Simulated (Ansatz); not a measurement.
**Run report: AlRu, geometry relaxation (part 1 of 3)**

- system: AlRu (slab, 32 atoms in the cell)
- method: DFT PBE+D3(BJ), scalar-relativistic, plane waves, PAW, no spin polarisation (Ansatz 0.2.0)

The structure derives from an entry of the Crystallography Open Database. The input holds or restrains some coordinates. Forces given for the steps count only the free coordinates. It belongs to a series of runs on one base structure; here: clean slab, lower half held. Figures and captions count atoms from 1; the log counts them from 0 in places.

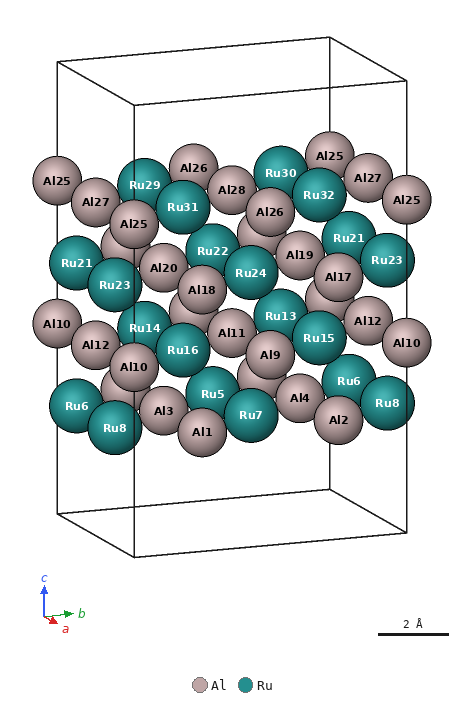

*The structure as given in the input (spheres-only view of the cell of the calculation, with the vacuum cut short, seen slightly off an axis; atoms are numbered from 1 in the order of the input). An atom can appear more than once, as a periodic image.*

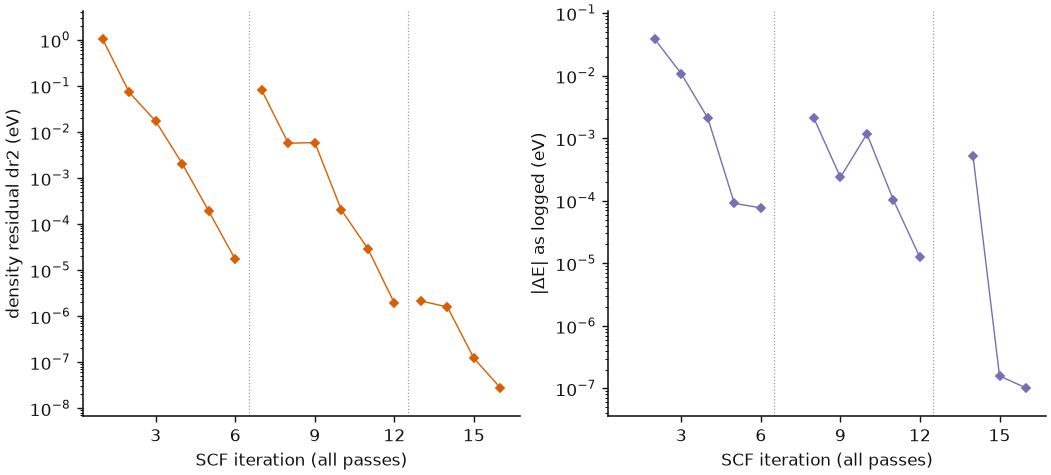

*Convergence of the self-consistent field: density residual dr2 and size of the energy change against the SCF iteration. The dotted lines part the SCF passes of the relaxation: geometry steps, rejected trials and re-solves on a re-selected basis.*

The passes take 6, 6 and 4 iterations.

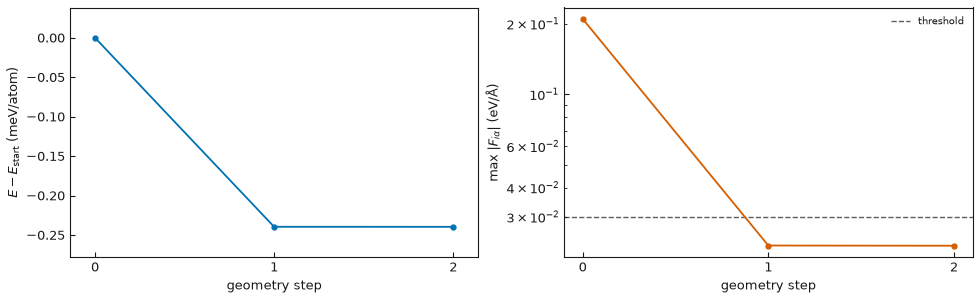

*Progress of the restrained relaxation, step by step (the first geometry is step 0 here and step 1 in the log).*

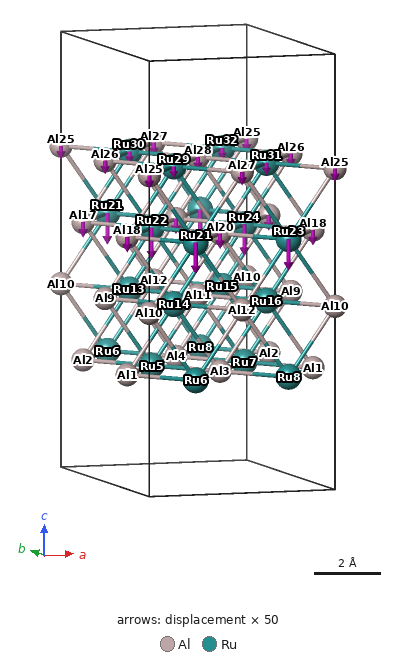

*The starting structure with the displacements as pink arrows, magnified 50 times (ball-and-stick view of the cell of the calculation, with the vacuum cut short, seen slightly off an axis).*

The largest moves, 0.019 Å, are those of Ru21, Ru22, Ru23 and Ru24. Largest moves by element: Ru 0.019 Å, Al 0.009 Å. The cell doesn't change. Among the contacts that change: Al10–Ru21 2.575 → 2.559 Å, Ru13–Al17 2.575 → 2.567 Å. After 2 geometry steps the energy has fallen by 0.2 meV per atom. The largest force component goes from 0.21 to 0.023 eV/Å. (Atoms are counted from 1 in the order of the input.)

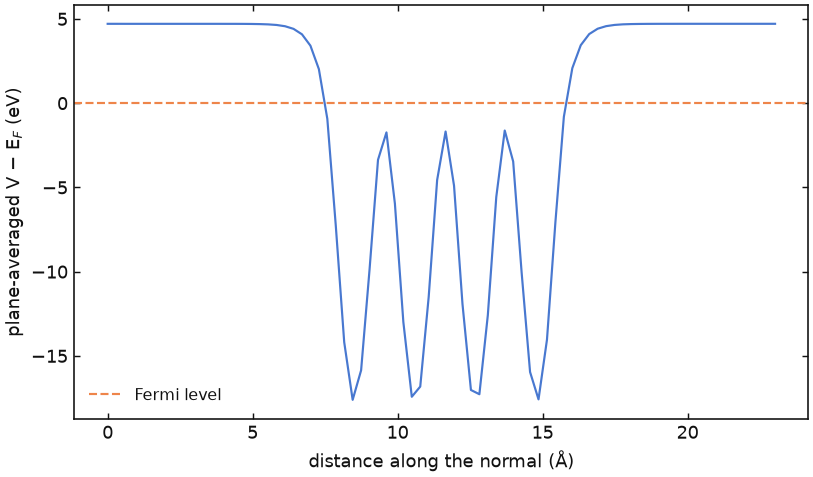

*Plane average of the electrostatic potential energy of an electron across the cell, from the Fermi level.*

The vacuum level lies 4.71 eV above the Fermi level.

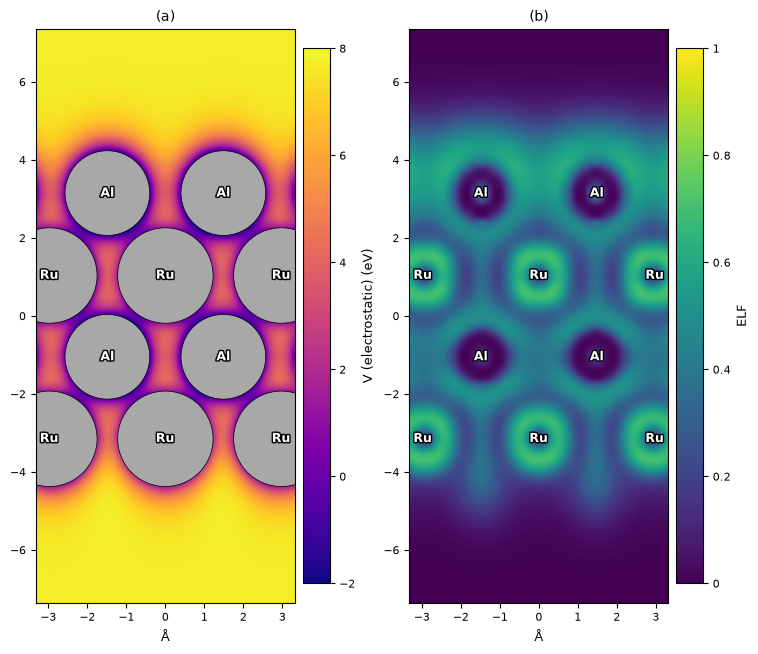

*(a) electrostatic potential (local pseudopotential plus Hartree) felt by an electron; (b) ELF on the (010) plane of the calculation cell, a cut from vacuum to vacuum. Grey discs, where drawn, cover atomic cores.*

Atoms in the plane: Ru and Al. Al–Ru (2.58 Å): the ELF is about 0.40 at the midpoint (no shared electron pair). The strong features right at Ru lie inside the PAW spheres (semicore, d or f shells) and say nothing about bonding. The fields are those of the smooth PAW valence density.

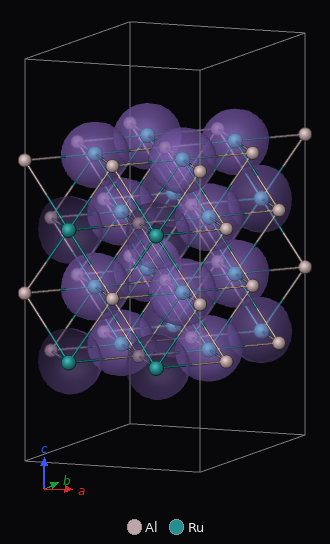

*Isosurface of the valence electron density at 0.6 e/Å³ (purple), seen slightly off an axis. Sticks mark near contacts.*

At this value the density breaks into separate islands; it holds about 65 % of the electrons treated as valence (semicore included). It is pinched off along the Al–Ru (2.56 Å) contacts. On the grid the lowest density along these lines, outside the cores, is 0.27 e/Å³ (Al–Ru, 2.56 Å).

The input that produced these results follows, with the program's output.

**The input**
```yaml
crystal:
  lattice:
    - [5.9471749282, 0.0, 0.0]
    - [0.0, 8.4105754413, 0.0]
    - [0.0, 0.0, 23.3079315809]
  atoms:
    - { symbol: Al, position: [0.0, 0.25, 0.3646827249] }
    - { symbol: Al, position: [0.0, 0.75, 0.3646827249] }
    - { symbol: Al, position: [0.5, 0.25, 0.3646827249] }
    - { symbol: Al, position: [0.5, 0.75, 0.3646827249] }
    - { symbol: Ru, position: [0.25, 0.5, 0.3646827249] }
    - { symbol: Ru, position: [0.25, 0.0, 0.3646827249] }
    - { symbol: Ru, position: [0.75, 0.5, 0.3646827249] }
    - { symbol: Ru, position: [0.75, 0.0, 0.3646827249] }
    - { symbol: Al, position: [0.0, 0.5, 0.4548942416] }
    - { symbol: Al, position: [0.0, 0.0, 0.4548942416] }
    - { symbol: Al, position: [0.5, 0.5, 0.4548942416] }
    - { symbol: Al, position: [0.5, 0.0, 0.4548942416] }
    - { symbol: Ru, position: [0.25, 0.75, 0.4548942416] }
    - { symbol: Ru, position: [0.25, 0.25, 0.4548942416] }
    - { symbol: Ru, position: [0.75, 0.75, 0.4548942416] }
    - { symbol: Ru, position: [0.75, 0.25, 0.4548942416] }
    - { symbol: Al, position: [0.0, 0.75, 0.5451057584] }
    - { symbol: Al, position: [0.0, 0.25, 0.5451057584] }
    - { symbol: Al, position: [0.5, 0.75, 0.5451057584] }
    - { symbol: Al, position: [0.5, 0.25, 0.5451057584] }
    - { symbol: Ru, position: [0.25, 0.0, 0.5451057584] }
    - { symbol: Ru, position: [0.25, 0.5, 0.5451057584] }
    - { symbol: Ru, position: [0.75, 0.0, 0.5451057584] }
    - { symbol: Ru, position: [0.75, 0.5, 0.5451057584] }
    - { symbol: Al, position: [0.0, 0.0, 0.6353172751] }
    - { symbol: Al, position: [0.0, 0.5, 0.6353172751] }
    - { symbol: Al, position: [0.5, 0.0, 0.6353172751] }
    - { symbol: Al, position: [0.5, 0.5, 0.6353172751] }
    - { symbol: Ru, position: [0.25, 0.25, 0.6353172751] }
    - { symbol: Ru, position: [0.25, 0.75, 0.6353172751] }
    - { symbol: Ru, position: [0.75, 0.25, 0.6353172751] }
    - { symbol: Ru, position: [0.75, 0.75, 0.6353172751] }
basis:
  ecutwfc: 420
kpoints:
  mp_grid: { grid: [5, 4, 1] }
hamiltonian:
  xc: pbe
  dispersion: d3bj
scf:
  occupations: { method: gaussian, width: 0.1 }
output:
  forces: true
  eigenvalues: true
  write_density: true
  write_potential: true
  elf: true
  volumetric_format: npy
relax:
  adjacent_minimum: "off"
  f_tol: 0.03
  max_steps: 70
  constraints: [{ sites: [0, 1, 2, 3, 4, 5, 6, 7, 8, 9, 10, 11, 12, 13, 14, 15] }]
efield:
  axis: 3
  dipole_correction: true
  ramp_width: 0.04
```

Run as:
```bash
ansatz run input.yaml --threads 4 --pin off --max-ram 10240MiB --backend cpu --events-out ev --progress --plain --runs-dir out
```

**Log**
```
Engine: ansatz 0.2.0, x86_64-unknown-linux-gnu
Pseudopotentials: kind: paw
Pseudopotential: Al, paw, valence charge 3, recommended cutoff 420 eV (normal), Al.paw.azcp
Pseudopotential: Ru, paw, valence charge 16, recommended cutoff 420 eV (normal), Ru.paw.azcp
Functional definition: PBE
  parameter kappa = 0.804
  parameter beta = 0.06672455060314922
  exchange = pbe_x(kappa = kappa, mu = beta*pi^2/3)
  correlation = pbe_c(beta = beta)
Crystal: 32 atoms, lattice volume = 1165.843 Å³
Basis set: ecut = 420 eV, 22707 PW (Γ), exchange–correlation on 80×120×320 points (8 copies of the dense FFT grid, shifted against one another)
Bands: 184, of which v1, the nominal top of the filled ones, is band 152 counted from 1 (151 counted from 0)
Symmetry: 16 space group operations
k-points: 9 of 20
Non-local potential: Al, projectors of the file, l = 0: 2, l = 1: 2, l = 2: 1
Non-local potential: Ru, projectors of the file, l = 0: 3, l = 1: 2, l = 2: 2, l = 3: 1
PAW form: soft (Blöchl's): semilocal exchange-correlation on the pseudo side does not see the compensation charge
PAW one-centre angular grid: Al, 110 points (default); XC on 64 Gauss nodes
PAW one-centre angular grid: Ru, 590 points (default); XC on 64 Gauss nodes
Initial density: superposition of atomic densities (neutral atoms: chi_scale 0, normalization atom), corrected by the library's trained network
Initial wavefunctions: pseudopotential atomic-orbital guess
Functional: x = pbe(κ = 0.804, μ = 0.2195149727645171), c = pbe(β = 0.06672455060314922)
SCF iter   1: F=—  HF=-102677.885421 eV  |F-HF|=—  |Δ(HF+E_count)|=         —  Δρ=5.98e-3  dr2=1.03e0  ethr=1.77e-3  p=0.000 e·Å  D=8.42e-14 V/Å  ΔV_dip=-0.00 eV  dr2_dipole=3.50e-7  V_vac-E_F(+/−)=4.62/4.62 eV  ⟨swp⟩=9.2  Hψ=8046  notcnv=0  defer=24
efield: sawtooth ramp at fractional position 0.9800 (placed from the atoms, in the widest stretch of the axis that holds none; the zero of the levels goes with the place), width 0.0400; the density the first Hamiltonian is built on has a dipole p = 0.000 e·Å; the dipole correction subtracts the counter field D = 8.42e-14 V/Å, which shifts the + side's vacuum level by -0.00 eV against the − side's; the planar-averaged density in the ramp window peaks in size at 1.2e-5 e/Å³
preconditioner: auto → LDOS  [metal: Δε(μ)=0.045 eV  Ē_g=5.006 eV  σ=0.100 eV  W_gap=0.24  n_scr=196 (ndim 8)  ℏωp=14.4 eV  f_vac=0.556  D(μ)=29.70/eV (n_scr^D=186)  β→1.0]
SCF iter   2: F=—  HF=-102677.847212 eV  |F-HF|=—  |Δ(HF+E_count)|=   3.82e-2  Δρ=3.16e-3  dr2=7.25e-2  ethr=3.38e-4  p=0.000 e·Å  D=4.86e-5 V/Å  ΔV_dip=-0.00 eV  dr2_dipole=3.15e-5  V_vac-E_F(+/−)=4.70/4.70 eV  ⟨swp⟩=2.7  Hψ=2577  notcnv=0  defer=119
SCF iter   3: F=—  HF=-102677.836463 eV  |F-HF|=—  |Δ(HF+E_count)|=   1.07e-2  Δρ=1.17e-3  dr2=1.70e-2  ethr=2.38e-5  p=-0.000 e·Å  D=-3.01e-5 V/Å  ΔV_dip=0.00 eV  dr2_dipole=2.54e-6  V_vac-E_F(+/−)=4.69/4.69 eV  ⟨swp⟩=3.1  Hψ=3541  notcnv=0  defer=119
SCF iter   4: F=—  HF=-102677.834370 eV  |F-HF|=—  |Δ(HF+E_count)|=   2.09e-3  Δρ=3.04e-4  dr2=2.05e-3  ethr=5.60e-6  p=-0.000 e·Å  D=-5.64e-6 V/Å  ΔV_dip=0.00 eV  dr2_dipole=3.45e-7  V_vac-E_F(+/−)=4.70/4.70 eV  ⟨swp⟩=2.1  Hψ=2231  notcnv=0  defer=119
SCF iter   5: F=—  HF=-102677.834279 eV  |F-HF|=—  |Δ(HF+E_count)|=   9.07e-5  Δρ=1.02e-4  dr2=1.90e-4  ethr=6.75e-7  p=-0.000 e·Å  D=-1.47e-6 V/Å  ΔV_dip=0.00 eV  dr2_dipole=2.99e-8  V_vac-E_F(+/−)=4.70/4.70 eV  ⟨swp⟩=2.1  Hψ=2393  notcnv=0  defer=87
SCF iter   6: F=-102677.834348 eV  HF=-102677.834356 eV  |F-HF|=7.98e-6  |Δ(HF+E_count)|=   7.70e-5  Δρ=2.47e-5  dr2=1.70e-5  ethr=7.40e-9  p=-0.000 e·Å  D=-6.49e-7 V/Å  ΔV_dip=0.00 eV  dr2_dipole=7.40e-9  V_vac-E_F(+/−)=4.71/4.71 eV  ⟨swp⟩=24.9  Hψ=18852  notcnv=0
SCF 1 converged in 6 iterations: F = -102677.834348 eV  dr2 = 1.70e-5
  greatest PAW one-centre occupation: 0.999 electrons in one spin orbital (limit 2), on the Ru atom at site 7 (counted from 0), in its partial waves of l = 0
relax step   1: F+E_penalty+E_count = -102677.83434789 eV  Δ(F+E_penalty+E_count) = +0.000e0 eV  max|allowed force component| = 2.101e-1 eV/Å  Δτ_max = 0.0000 Å  (6 SCF iters, dr2 threshold 2.25e-5 eV, accepted)
Initial density: handed on by an earlier stage of this run
Initial wavefunctions: those handed on with the density
iter 1 solved again at ethr=2.62e-5 eV; its pass at ethr=3.10e-3 eV (dr2=7.98e-2 eV) is discarded
```
